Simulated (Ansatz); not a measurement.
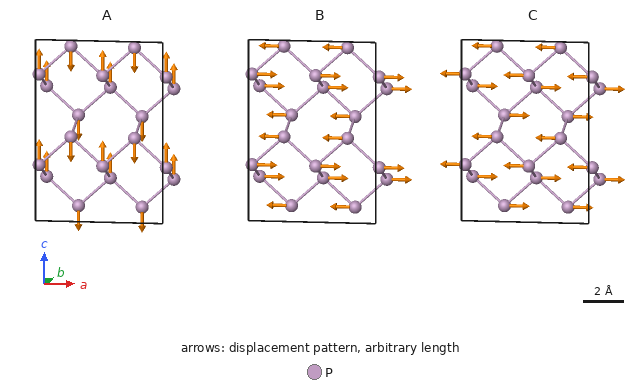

Modes of solid P, space group Pmna (No. 53), at the zone centre. The orange arrows give the relative displacements of the atoms. Style: ball-and-stick. Shown: the 2 × 2 repeat of the cell, outlined in the plane, without the vacuum, slightly off an axis.

Method: Ansatz, DFT PBEsol, scalar-relativistic, plane waves, PAW.

Frequencies are those without the non-analytic (LO–TO) term.

Q: Which are infrared-active and which Raman-active?

A: A is B₂u, infrared-active by symmetry (469 cm⁻¹). B is A_u, silent by symmetry (neither infrared- nor Raman-active) (437 cm⁻¹). C is B₁g, Raman-active by symmetry (186 cm⁻¹). The crystal has a centre of inversion, so no mode is both.

Limits of the set-up: layers or molecules are held without a dispersion correction, so their spacing is unreliable.
